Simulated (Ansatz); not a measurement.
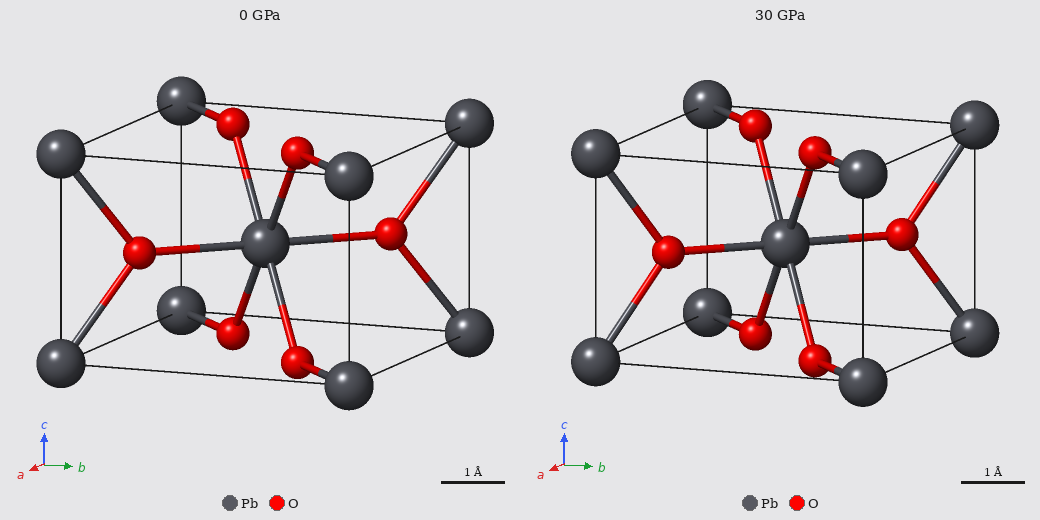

PbO2, rutile, space group P4₂/mnm (No. 136), relaxed (cell and atoms) under a series of hydrostatic pressures; the conventional cell is drawn at the lowest and the highest, to one scale (sticks follow a distance rule). The start was a structure listed in the Materials Project.

Alike in all runs: Ansatz 0.2.0; functional PBEsol; potentials Ansatz PAW; cutoff 420 eV; k mesh 5 × 5 × 6 on the run's cell of 6 atoms; occupations fermi-dirac, width 0.05 eV; no spin polarisation; no spin-orbit coupling.

| pressure (GPa) | volume (Å³/atom) | a (Å) | c (Å) |
| --- | --- | --- | --- |
| 0.0 | 14.195 | 4.997 | 3.411 |
| 2.0 | 13.981 | 4.961 | 3.408 |
| 5.0 | 13.695 | 4.913 | 3.404 |
| 10.0 | 13.287 | 4.844 | 3.398 |
| 20.0 | ? | ? | ? |
| 30.0 | 12.139 | 4.637 | 3.387 |

What equation of state do the given rows imply, and what volume does it predict for the missing row?

The fit gives V0 = 14.19 Å³/atom, B0 = 127 GPa and B0′ = 5.2, which puts the volume at 20.0 GPa at 12.64 Å³/atom. The run gave volume 12.644 Å³/atom; a 4.730 Å; c 3.391 Å.

Which axis yields most up to 30 GPa?

The a axis: a −7.2 %, c −0.7 %, against −14.5 % in volume.

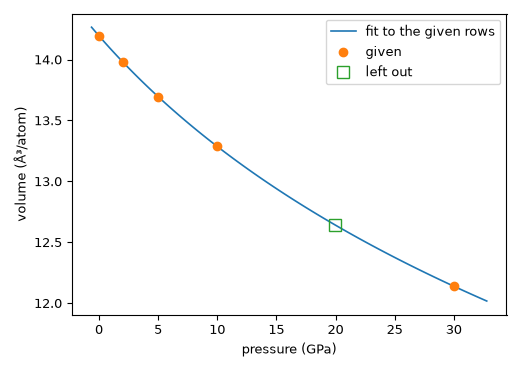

Volume against pressure, with the fit. The structure was kept in its own symmetry, so a change to another phase within this range wouldn't be seen. The gaps aren't listed, since this mesh can miss the band edges.

Caveat: the plane-wave basis is chosen anew once the cell has moved, so the energies of steps on either side of that aren't comparable; the pressure holds a Pulay correction of +0.6 GPa for the finite cutoff; spin-orbit coupling is left out, which matters for Pb, in volumes and forces too.
